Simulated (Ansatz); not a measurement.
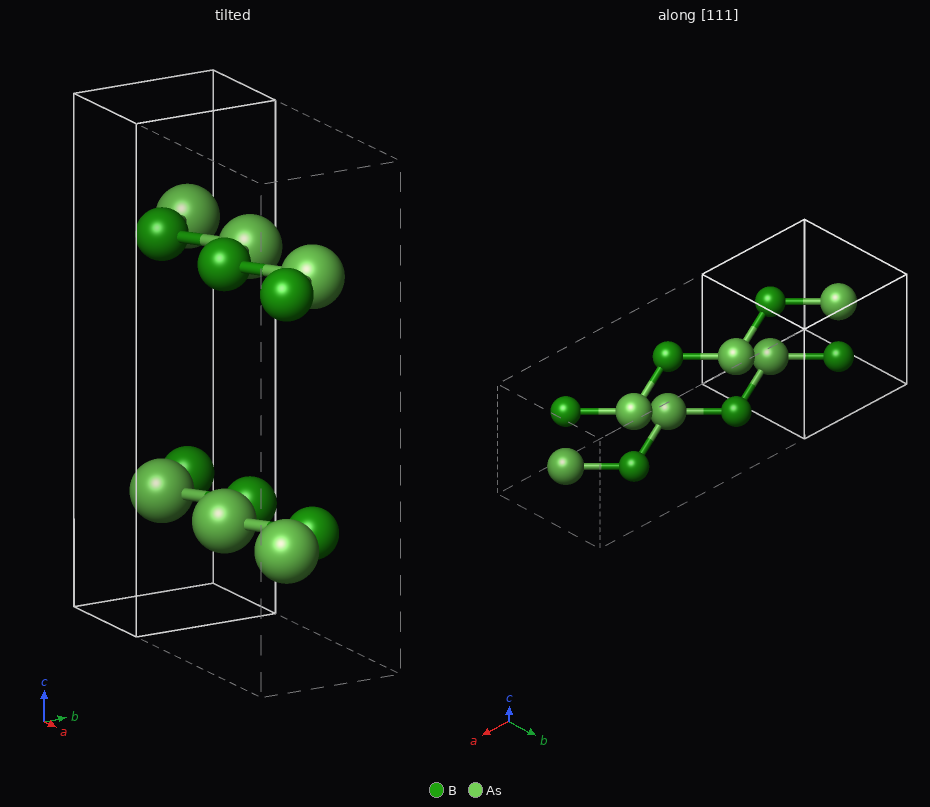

The crystal in a ball-and-stick representation, seen slightly off an axis and along [111]. One conventional unit cell is drawn solid; the view covers 3×1×1 cells. Cell: a = 3.366 Å, b = 3.366 Å, c = 8.473 Å, α = 90.00°, β = 90.00°, γ = 120.00°.

What can be read from this drawing?

Formula: BAs. Its lattice is primitive hexagonal, its space group P6_3/mmc (No. 194). In the cell are 2 B, 2 As, which makes 2 formula units. About every B there are three As in a trigonal planar arrangement at about 1.9 Å. Each As atom has three B in a trigonal planar arrangement at about 1.9 Å around it. The bonds build BAs layers parallel to (001).

Starting structure: a structure listed in the Materials Project, with elements exchanged, so it need not be a known form of the compound. The geometry comes from a coarse first relaxation with DFT r2SCAN, scalar-relativistic, plane waves, PAW (Ansatz 0.2.0).
